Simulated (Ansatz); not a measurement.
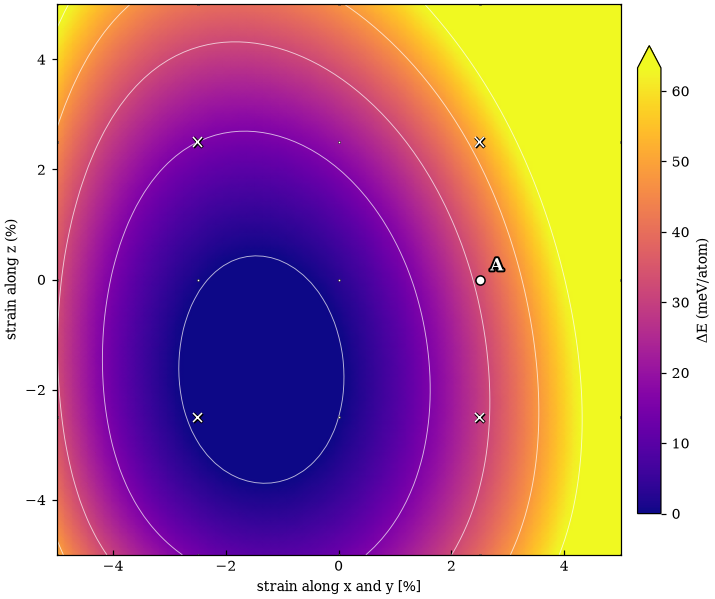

Ge (Cmmm, No. 65; 1 atom in the cell). The cell is strained homogeneously, by one strain along x and y and another along z, with fractional coordinates fixed (x along [1 0 0], z along [0 0 1] of the conventional cell). First axis: strain along x and y. Second axis: strain along z. Grid: 5 × 5 points. At 4 points there is no value. Energies: meV/atom, counted from the lowest grid point. The reference cell is the one listed in the database, not relaxed at this level. The calculation used DFT r2SCAN, scalar-relativistic, plane waves, PAW (Ansatz). Settings: cutoff 500 eV, k-mesh 20×20×18 in the order of the run's cell vectors, gaussian smearing 0.15 eV, no spin polarisation.

The picture shows a smooth colour map with a few white contour lines, crosses at grid points without a value, dots at the grid points, one colour for all values above the top of the scale, the point A. Between grid points the surface is interpolated.

> Is A at rest? If not, where is it pushed?

A, at strain along x and y = 2.5 %, strain along z = 0.0 %, is not a stationary point. The computed force is 17 meV/atom for each 1 % towards smaller values of strain along x and y and 4.6 meV/atom for each 1 % towards smaller values of strain along z.
